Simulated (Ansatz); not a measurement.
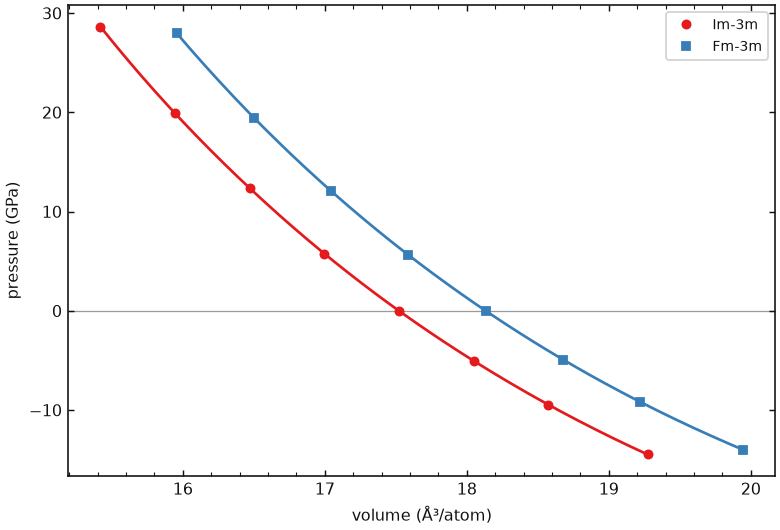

The picture above shows the pressure against volume, with one curve for each structure, for Nb.

How it was computed, with Ansatz 0.2.0: third-order Birch-Murnaghan fit to density functional energies at scaled volumes of the given relaxed cell, shape and atoms relaxed at each volume; energies count from the fitted minimum; plane waves with PAW datasets, Γ-centred k mesh. Level: PBEsol, no spin polarisation.

wave cutoff 420 eV; k mesh 18×18×18; occupations Gaussian; smearing width 0.1 eV.

### Order the curves by fitted equilibrium volume, smallest first.

Im-3m 17.52, Fm-3m 18.13 Å³/atom.

### Order the curves by fitted bulk modulus, smallest first.

Fm-3m 175, Im-3m 179 GPa.

### For Im-3m: read off the course of the pressure.

It falls from 28.64 GPa at volume 15.419 Å³/atom to −14.48 GPa at 19.274 Å³/atom, and changes sign near 17.52 Å³/atom.

### For Fm-3m: read off the course of the pressure.

It falls from 27.97 GPa at volume 15.957 Å³/atom to −14.01 GPa at 19.947 Å³/atom, and changes sign near 18.13 Å³/atom.
